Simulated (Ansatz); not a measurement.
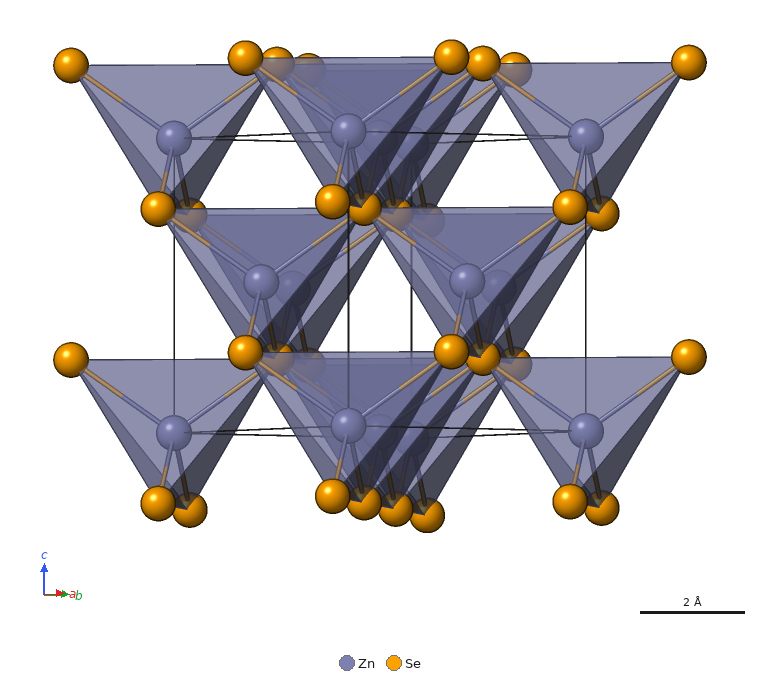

Figure 1. The structure (polyhedral view of the cell 4 times as large as that of the calculation, set on its symmetry axes, seen at an oblique angle; polyhedra are completed across the faces of the cell). An atom can appear more than once, as a periodic image.

**Single-point calculation of ZnSe**

System: ZnSe (F-43m, 2 atoms in the cell).
Method: DFT, PBE, plane waves, PAW, no spin polarisation (Ansatz 0.2.0).

The structure derives from an entry of the Crystallography Open Database.

### What the program printed
```
Warning: output.forces, output.stress, relax.cell or npt_langevin: where a Kohn–Sham band that disperses or a degenerate level is filled in part under the method tetrahedron, the forces or the stress that this run publishes need not agree with its energy (scf.occupations.method in the input reference, under Limitations); prefer a smearing scheme for the forces or the stress
Warning: crystal.symmetry: narrowed to the stabiliser of the k-point mesh — unitary ops 24 → 6; excluded 18 operations that carry a point of the 8×8×8 mesh (shift [0.5, 0.5, 0.5]) off the mesh (the run samples exactly the mesh kpoints.mp_grid names, as under crystal.symmetry.detect: false, and its converged state has the mesh's symmetry, not the crystal's; ε∞, the Born charges and the force constants of a linear response (`dielectric:` by the response, `phonons.method: dfpt`) are averaged over those of the crystal's operations that the state keeps within a tolerance, where `mesh_tensors`, `unaveraged_element` or `gamma_mean_max_change_ev_ang2` stands beside them; a row that `dielectric.field_direction` solves alone is averaged likewise, with nothing beside; a Γ-centred mesh of equal divisions is mapped onto itself by every operation and keeps the whole group, as does a half-shifted one under kpoints.further_shifts: images)
Engine: ansatz 0.2.0, aarch64-unknown-linux-gnu
Pseudopotentials: kind: paw
Pseudopotential: Zn, paw, valence charge 12, recommended cutoff 420 eV (normal), Zn.paw.azcp
Pseudopotential: Se, paw, valence charge 16, recommended cutoff 420 eV (normal), Se.paw.azcp
Functional definition: PBE
  parameter kappa = 0.804
  parameter beta = 0.06672455060314922
  exchange = pbe_x(kappa = kappa, mu = beta*pi^2/3)
  correlation = pbe_c(beta = beta)
Crystal: 2 atoms, lattice volume = 45.513 Å³
Basis set: ecut = 420 eV, 893 PW (Γ), exchange–correlation on 54×54×54 points (8 copies of the dense FFT grid, shifted against one another)
Bands: 18, of which v1, the nominal top of the filled ones, is band 14 counted from 1 (13 counted from 0)
Symmetry: 6 space group operations
k-points: 60 of 512 (time reversal used)
Non-local potential: Zn, projectors of the file, l = 0: 2, l = 1: 2, l = 2: 3, l = 3: 1
Non-local potential: Se, projectors of the file, l = 0: 2, l = 1: 2, l = 2: 3, l = 3: 1
PAW form: soft (Blöchl's): semilocal exchange-correlation on the pseudo side does not see the compensation charge
PAW one-centre angular grid: Zn, 590 points (default); XC on 64 Gauss nodes
PAW one-centre angular grid: Se, 590 points (default); XC on 64 Gauss nodes
Initial density: superposition of atomic densities (neutral atoms: chi_scale 0, normalization atom), corrected by the library's trained network
Initial wavefunctions: pseudopotential atomic-orbital guess
Functional: x = pbe(κ = 0.804, μ = 0.2195149727645171), c = pbe(β = 0.06672455060314922)
SCF iter   1: F=—  HF=-8789.527172 eV  |F-HF|=—  |Δ(HF+E_count)|=         —  Δρ=8.29e-4  dr2=4.60e-4  ethr=1.77e-3  ⟨swp⟩=6.0  Hψ=5605  notcnv=0
preconditioner: auto → none  [insulator: Δε(μ)=1.727 eV  Ē_g=11.915 eV  n_scr=14 (ndim 8)  ℏωp=23.4 eV  f_vac=0.121  ε∞_Penn≈4.8]
SCF iter   2: F=—  HF=-8789.527017 eV  |F-HF|=—  |Δ(HF+E_count)|=   1.55e-4  Δρ=3.75e-4  dr2=3.47e-5  ethr=1.64e-6  ⟨swp⟩=2.2  Hψ=2626  notcnv=0
SCF iter   3: F=—  HF=-8789.527037 eV  |F-HF|=—  |Δ(HF+E_count)|=   1.96e-5  Δρ=1.74e-4  dr2=7.57e-6  ethr=1.24e-7  ⟨swp⟩=2.0  Hψ=1945  notcnv=0
SCF iter   4: F=—  HF=-8789.527037 eV  |F-HF|=—  |Δ(HF+E_count)|=   2.02e-7  Δρ=8.03e-5  dr2=1.17e-6  ethr=2.70e-8  ⟨swp⟩=2.1  Hψ=1804  notcnv=0
SCF iter   5: F=—  HF=-8789.527041 eV  |F-HF|=—  |Δ(HF+E_count)|=   3.64e-6  Δρ=1.59e-5  dr2=1.68e-7  ethr=4.18e-9  ⟨swp⟩=3.0  Hψ=2314  notcnv=0
SCF iter   6: F=-8789.527041 eV  HF=-8789.527041 eV  |F-HF|=9.73e-9  |Δ(HF+E_count)|=   1.74e-8  Δρ=4.36e-6  dr2=6.82e-9  ethr=3.57e-10  ⟨swp⟩=4.9  Hψ=4050  notcnv=0
SCF 1 converged in 6 iterations: F = -8789.527041 eV  dr2 = 6.82e-9
  greatest PAW one-centre occupation: 1.000 electrons in one spin orbital (limit 2), on the Se atom at site 1 (counted from 0), in its partial waves of l = 2
```

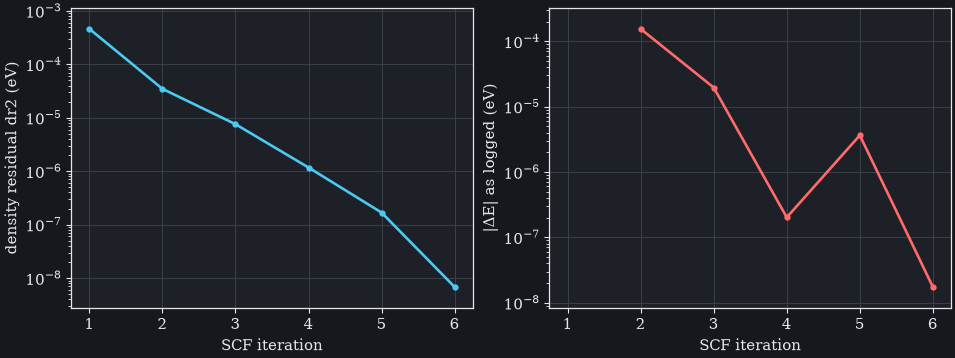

Figure 2. Convergence of the self-consistent field: density residual dr2 and size of the energy change against the SCF iteration. The residual falls at every step.

```
SCF converged after 6 iterations
Stability not checked: this state was not tested for a lower state beside it, because cold or Methfessel-Paxton smearing, or corrected tetrahedra, fill the levels in a way that the test cannot read (fill_not_monotonic; see scf.lower_state_search)
Free energy (F): -8789.527041 eV
Harris-Foulkes:  -8789.527041 eV  (|F-HF|=9.73e-9)
Internal energy: -8789.527041 eV  (E = F + TS)
E sigma→0 (E₀):  -8789.527041 eV
Fermi energy:    6.737179 eV
--- Per-component energies (eV) ---
  E_band       = -381.457047
  E_kinetic    = 250.137890
  E_local      = -4390.888811  (includes V_loc(G=0)·N_el)
  E_nonlocal   = 18.345614
  E_hartree    = 2034.661017
  E_xc         = -241.518270
  E_vxc        = -150.311143  (∫ρ·V_xc dr)
  E_paw        = -3739.320305  (= ΣΔE_a)
  E_vpaw       = -178.062028  (= ΣTr[D̂ρ^β])
  E_aug_tail   = -0.000889  (compensation charges beyond the density's cutoff)
  E_ewald      = -2720.943288
  E_smearing   = -0.000000  (= −TS)
  E_closure    = -0.000000  (closes the sum)
  Σ components = -8789.527041   (vs F -8789.527041, Δ=0.00e0)
--- Forces (eV/Å), atoms counted from 1 ---
  atom   1  Zn    -0.00004298    -0.00004298    -0.00004298
  atom   2  Se     0.00004277     0.00004277     0.00004277
  max |Σ_I F_I| component: 2.09e-7 eV/Å
--- Stress (GPa, compression-positive) ---
        2.104186      -0.005342      -0.005342
       -0.005342       2.104186      -0.005342
       -0.005342      -0.005342       2.104186
  P = ⅓ Tr σ = 2.1042 GPa (21.042 kbar)
--- Band table (eV; the first three rows and the last of 60) ---
  k-point 0: bands = ["-40.0735", "-40.0732", "-40.0732", "-40.0688", "-40.0688", "-6.4589", "0.2410", "0.2441", "0.2441", "0.6108", "0.6108", "6.2996", "6.7372", "6.7372", "8.4703", "12.5417", "12.6594", "12.6594"]
  k-point 1: bands = ["-40.0734", "-40.0731", "-40.0731", "-40.0688", "-40.0688", "-6.3279", "0.2492", "0.2615", "0.2706", "0.6047", "0.6142", "5.0825", "6.3114", "6.6453", "9.3922", "12.3964", "12.8530", "13.2248"]
  k-point 2: bands = ["-40.0734", "-40.0731", "-40.0731", "-40.0688", "-40.0688", "-6.0532", "0.2971", "0.3000", "0.3274", "0.6048", "0.6207", "3.4623", "5.9161", "6.3300", "9.7493", "13.1052", "13.2018", "13.6718"]
  k-point 59: bands = ["-40.0734", "-40.0730", "-40.0730", "-40.0688", "-40.0688", "-5.6504", "0.3323", "0.3489", "0.6033", "0.6249", "0.7772", "1.7057", "5.1339", "5.7574", "10.1112", "12.7232", "13.6124", "15.4052"]
```

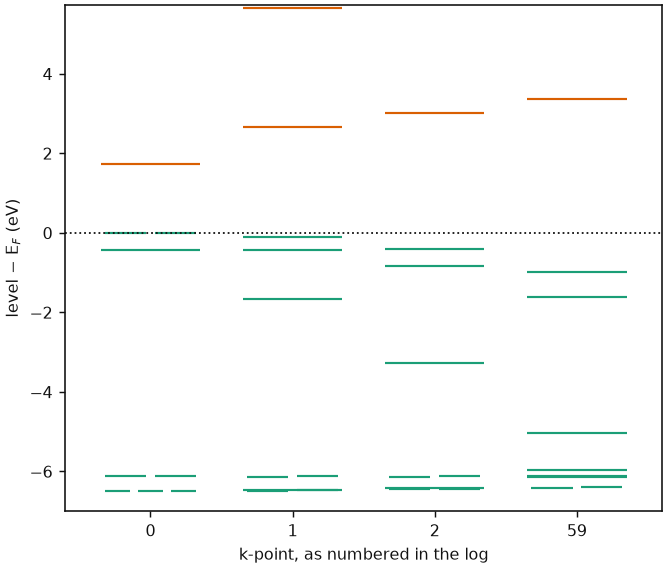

Figure 3. Kohn–Sham levels near the Fermi level (dotted) at the few k-points that the log prints; levels within 0.02 eV of each other stand side by side. Among these points the highest filled and lowest empty levels are 1.73 eV apart, which is the gap on the mesh.

This output came from the following input.

### Input file
```yaml
crystal:
  lattice:
    - [0.0, 2.8337995388, 2.8337995388]
    - [2.8337995388, 0.0, 2.8337995388]
    - [2.8337995388, 2.8337995388, 0.0]
  atoms:
    - { symbol: Zn, position: [0.0, 0.0, 0.0] }
    - { symbol: Se, position: [0.75, 0.75, 0.75] }
basis:
  ecutwfc: 420
  ecutrho_ratio: 4
kpoints:
  mp_grid: { grid: [8, 8, 8], shift: [0.5, 0.5, 0.5] }
hamiltonian:
  xc: pbe
scf:
  occupations: { method: tetrahedron }
output:
  forces: true
  stress: true
```

Launch command:
```bash
ansatz run input.yaml --threads 4 --pin off --max-ram 8192MiB --backend cpu --events-out ev --progress --plain --runs-dir out
```

### Key numbers

| quantity | value |
| --- | --- |
| outcome | converged |
| space group (tolerance 0.01 Å) | F-43m (216) |
| electrons treated | 28 |
| free energy | −8789.5270 eV |
| Fermi energy | 6.737 eV |
| gap on the k-point mesh | 1.73 eV |
| pressure | 2.10 GPa |
| largest force (length of the vector) | under 0.001 eV/Å |
| hardware | 4 threads of Arm Neoverse V2, 24 GiB of memory available, shared host |
| wall time | 1.1 s (CPU time 4 s) |
| peak memory | 0.37 GiB |

Settings chosen away from the usual ones: scf.occupations.width = null, scf.occupations.method = "tetrahedron", kpoints.mp_grid.shift = [0.5, 0.5, 0.5]. Warnings of the run: the k-point mesh lowers the symmetry that the run can use.
